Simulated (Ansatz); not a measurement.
Consider ZnS.

The calculation's input:

```
crystal:
  lattice:
    - [0.0, -2.70465, -2.70465]
    - [0.0, 2.70465, -2.70465]
    - [5.4093, 0.0, 0.0]
  atoms:
    - { symbol: Zn, position: [0.5, 0.5, 0.5] }
    - { symbol: Zn, position: [0.0, 0.0, 0.0] }
    - { symbol: S, position: [0.0, 0.5, 0.25] }
    - { symbol: S, position: [0.5, 0.0, 0.75] }
basis:
  ecutwfc: 420
kpoints:
  mp_grid: { grid: [8, 8, 6] }
hamiltonian:
  xc: pbe
scf:
  occupations: { method: gaussian, width: 0.05 }
output:
  forces: true
  stress: true
  eigenvalues: true
  write_density: true
  write_potential: true
  elf: true
  volumetric_format: npy
```

Run with:

```sh
ansatz run input.yaml --threads 2 --pin off --max-ram 5120MiB --backend cpu --events-out ev --progress --plain --runs-dir out
```

Below, planes, directions and counts refer to the conventional cell (a = 5.41 Å, b = 5.41 Å, c = 5.41 Å, α = 90.00°, β = 90.00°, γ = 90.00°).

Space group F-43m.

The calculation used DFT PBE, scalar-relativistic, plane waves, PAW in Ansatz 0.2.0.

What can the converged valence pseudo-density and electron localisation function tell about the bonding?

Zn–S (2.34 Å): the density is about 0.51 e/Å³ at the midpoint; the ELF peaks at about 0.90 in the valence shell of S, 0.8 Å from its nucleus, and is about 0.55 at the midpoint.

Does the calculation give a band gap?

It is gapped, with a Kohn–Sham gap of 2.1 eV on the k-point mesh, an upper bound to the gap of this method.

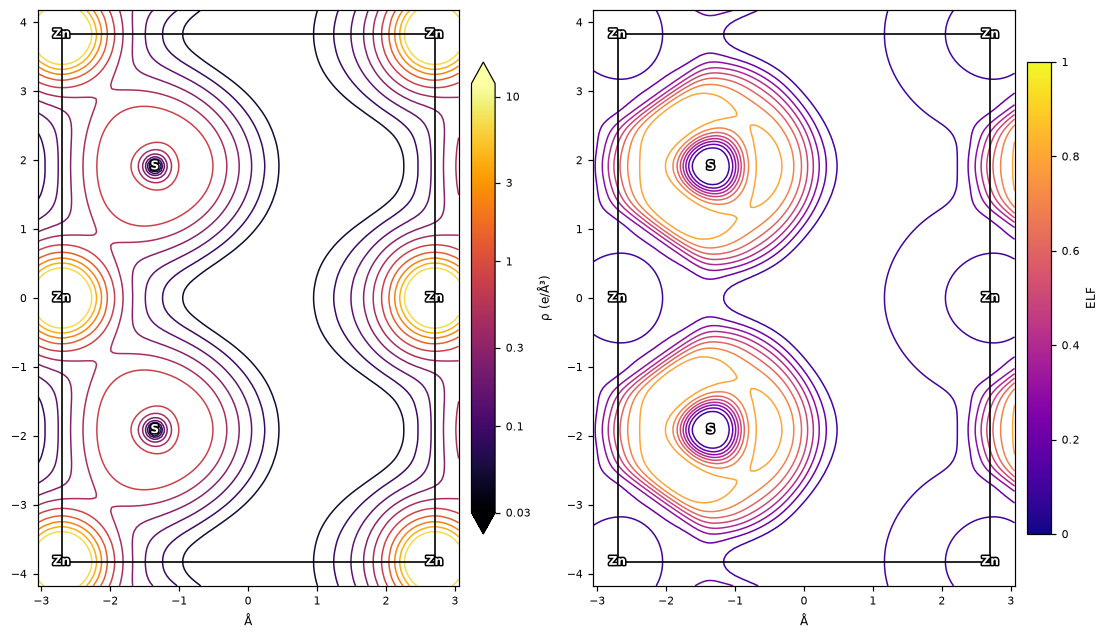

Computed valence pseudo-density and electron localisation function on the (101) plane of the conventional cell, in this order. 

Core electrons are frozen (PAW), and the valence fields are smoothed inside the atomic spheres.
